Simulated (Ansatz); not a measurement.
Si: single-point calculation

System: Si (4 atoms in the cell).
Method: DFT, PBEsol, plane waves, PAW, no spin polarisation (Ansatz 0.2.0).

The structure derives from a Materials Project entry. Some settings of this run were made unusual or wrong on purpose. Figures and captions count atoms from 1; the log counts them from 0 in places.

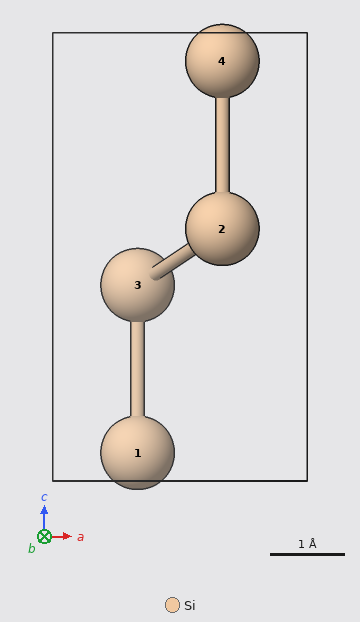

*The input geometry (ball-and-stick view of the cell of the calculation, along the b axis; atoms are numbered from 1 in the order of the input).*

Near neighbours in the crystal (not all of them lie inside the picture): Si has 4 Si at 2.27 to 2.42 Å.

What the run reported:

| quantity | value |
| --- | --- |
| outcome | converged |
| space group (tolerance 0.01 Å) | P6₃/mmc (194) |
| electrons treated | 16 |
| free energy | −2485.6520 eV |
| Fermi energy | 6.023 eV |
| gap on the k-point mesh | none (metallic) |
| pressure | −2.71 GPa |
| largest force (length of the vector) | 0.963 eV/Å |
| hardware | 1 thread of AMD EPYC (Zen 3), 32 GiB of memory available, shared host |
| wall time | 7 s |
| peak memory | 0.41 GiB |

Diagnosis:

The input was spoiled on purpose: a density cutoff under the waves' (`basis.ecutrho_ratio`). The density grid cannot represent the products of the waves. The run converged all the same; its numbers are those of the faulty input and shouldn't be used. The program warns: the cutoff is below the recommended one.

Input file:
```yaml
crystal:
  lattice:
    - [3.9845701589, 0.0, 0.0]
    - [-1.9922850795, 3.4507389808, 0.0]
    - [0.0, 0.0, 6.0793171202]
  atoms:
    - { symbol: Si, position: [0.3333333333, 0.6666666667, 0.0630095] }
    - { symbol: Si, position: [0.6666666667, 0.3333333333, 0.5630095] }
    - { symbol: Si, position: [0.3333333333, 0.6666666667, 0.4369905] }
    - { symbol: Si, position: [0.6666666667, 0.3333333333, 0.9369905] }
basis:
  ecutwfc: 420
  ecutrho_ratio: 2
kpoints:
  mp_grid: { grid: [12, 12, 6] }
hamiltonian:
  xc: pbesol
scf:
  occupations: { method: gaussian, width: 0.03 }
  max_iter: 75
output:
  forces: true
  eigenvalues: true
  stress: true
```

Run as:
```bash
ansatz run input.yaml --threads 1 --pin off --max-ram 2560MiB --backend cpu --events-out ev --progress --plain --runs-dir out
```

Output:
```
Warning: basis.ecutrho_ratio = 2 (ecutrho = 840 eV) is below the records' recommended 1680 eV
settings of this run that can trade accuracy for cost: basis.ecutrho_ratio < 4. Do not mix this run's numbers with those of runs without the same settings; the input reference describes each key
Engine: ansatz 0.2.0, x86_64-unknown-linux-gnu
Pseudopotentials: kind: paw
Pseudopotential: Si, paw, valence charge 4, recommended cutoff 420 eV (normal), Si.paw.azcp
Functional definition: PBEsol
  exchange = pbesol_x
  correlation = pbesol_c
Crystal: 4 atoms, lattice volume = 83.589 Å³
Basis set: ecut = 420 eV, 1677 PW (Γ), exchange–correlation on 48×48×72 points (8 copies of the dense FFT grid, shifted against one another)
Bands: 12, of which v1, the nominal top of the filled ones, is band 8 counted from 1 (7 counted from 0)
Symmetry: 24 space group operations
Space group: P63/mmc (ITA 194), of the structure as read, at distance tolerance 4.4e-5 Å
k-points: 76 of 864
Non-local potential: Si, projectors of the file, l = 0: 2, l = 1: 2, l = 2: 2
PAW form: soft (Blöchl's): semilocal exchange-correlation on the pseudo side does not see the compensation charge
PAW frozen core: Si, regenerated for the run's functional, and the local potential with it (the file was generated under x = pbe(κ = 0.804, μ = 0.2195149727645171), c = pbe(β = 0.06672455060314922))
PAW one-centre angular grid: Si, 110 points (default); XC on 64 Gauss nodes
Initial density: superposition of atomic densities (neutral atoms: chi_scale 0, normalization atom), corrected by the library's trained network
Initial wavefunctions: pseudopotential atomic-orbital guess
Functional: x = pbesol(κ = 0.804, μ = 0.12345679012345678), c = pbesol(β = 0.046)
SCF iter   1: F=—  HF=-2485.652910 eV  |F-HF|=—  |Δ(HF+E_count)|=         —  Δρ=2.27e-3  dr2=5.88e-3  ethr=1.77e-3  ⟨swp⟩=6.4  Hψ=6630  notcnv=0
preconditioner: auto → Kerker (q_TF=auto, 2.071 Å⁻¹)  [metal: Δε(μ)=0.004 eV  Ē_g=7.638 eV  σ=0.030 eV  W_gap=0.07  n_scr=10 (ndim 8)  ℏωp=16.2 eV  f_vac=0.000  D(μ)=0.20/eV (n_scr^D=0)]
SCF iter   2: F=—  HF=-2485.652626 eV  |F-HF|=—  |Δ(HF+E_count)|=   2.84e-4  Δρ=1.34e-3  dr2=2.37e-3  ethr=3.67e-5  ⟨swp⟩=1.9  Hψ=1868  notcnv=0
SCF iter   3: F=—  HF=-2485.652116 eV  |F-HF|=—  |Δ(HF+E_count)|=   5.11e-4  Δρ=2.12e-4  dr2=7.61e-5  ethr=1.48e-5  ⟨swp⟩=2.5  Hψ=1525  notcnv=0
SCF iter   4: F=—  HF=-2485.651947 eV  |F-HF|=—  |Δ(HF+E_count)|=   1.69e-4  Δρ=7.57e-5  dr2=4.17e-6  ethr=4.76e-7  ⟨swp⟩=2.9  Hψ=1588  notcnv=0
SCF iter   5: F=—  HF=-2485.651952 eV  |F-HF|=—  |Δ(HF+E_count)|=   5.40e-6  Δρ=1.65e-5  dr2=2.77e-7  ethr=2.61e-8  ⟨swp⟩=2.2  Hψ=1417  notcnv=0
SCF iter   6: F=-2485.651953 eV  HF=-2485.651953 eV  |F-HF|=3.24e-9  |Δ(HF+E_count)|=   4.07e-7  Δρ=3.47e-6  dr2=8.04e-9  ethr=6.25e-10  ⟨swp⟩=5.7  Hψ=4477  notcnv=0
SCF 1 converged in 6 iterations: F = -2485.651953 eV  dr2 = 8.04e-9
  greatest PAW one-centre occupation: 0.636 electrons in one spin orbital (limit 2), on the Si atom at site 3 (counted from 0), in its partial waves of l = 0
SCF converged after 6 iterations
Free energy (F): -2485.651953 eV
Harris-Foulkes:  -2485.651953 eV  (|F-HF|=3.24e-9)
Internal energy: -2485.651856 eV  (E = F + TS)
E sigma→0 (E₀):  -2485.651905 eV
Entropy (-TS):   -0.000096 eV (-0.024 meV/atom)
Fermi energy:    6.023464 eV
--- Per-component energies (eV) ---
  E_band       = 12.480127
  E_kinetic    = 158.819817
  E_local      = -117.695859  (includes V_loc(G=0)·N_el)
  E_nonlocal   = 103.381544
  E_hartree    = 31.715853
  E_xc         = -217.574628
  E_vxc        = -185.844532  (∫ρ·V_xc dr)
  E_paw        = -1995.481767  (= ΣΔE_a)
  E_vpaw       = -9.612818  (= ΣTr[D̂ρ^β])
  E_aug_tail   = 0.000074  (compensation charges beyond the density's cutoff)
  E_ewald      = -448.943134
  E_core_change = 0.126243  (= ΣΔE_core)
  E_smearing   = -0.000096  (= −TS)
  E_closure    = -0.000000  (closes the sum)
  Σ components = -2485.651953   (vs F -2485.651953, Δ=0.00e0)
--- Forces (eV/Å), atoms counted from 1 ---
  atom   1  Si     0.00000000     0.00000000    -0.96275515
  atom   2  Si     0.00000000    -0.00000000    -0.96275515
  atom   3  Si     0.00000000     0.00000000     0.96275515
  atom   4  Si     0.00000000    -0.00000000     0.96275515
  max |Σ_I F_I| component: 2.22e-16 eV/Å
--- Stress (GPa, compression-positive) ---
       -8.619950      -0.000000       0.000000
       -0.000000      -8.619950       0.000000
        0.000000       0.000000       9.123037
  P = ⅓ Tr σ = -2.7056 GPa (-27.056 kbar)
--- Band table (eV; the first three rows and the last of 76) ---
  k-point 0: bands = ["-5.9959", "-3.2129", "-1.2518", "4.1089", "4.1089", "5.6661", "6.0146", "6.0437", "6.0437", "7.5128", "7.5128", "8.6636"]
  k-point 1: bands = ["-5.8954", "-3.6855", "-0.6102", "4.1910", "4.1910", "4.9831", "5.7952", "5.7952", "6.1307", "7.7178", "7.7178", "8.5351"]
  k-point 2: bands = ["-5.5960", "-4.4443", "0.6464", "3.6116", "4.4325", "4.4325", "5.3031", "5.3031", "6.4776", "7.8019", "8.1509", "8.1509"]
  k-point 75: bands = ["-2.8869", "-2.8869", "-1.2687", "-1.2687", "1.7146", "1.7146", "4.3006", "4.3006", "7.8748", "7.8748", "9.9919", "9.9919"]
settings of this run that can trade accuracy for cost: basis.ecutrho_ratio < 4. Do not mix this run's numbers with those of runs without the same settings; the input reference describes each key
```
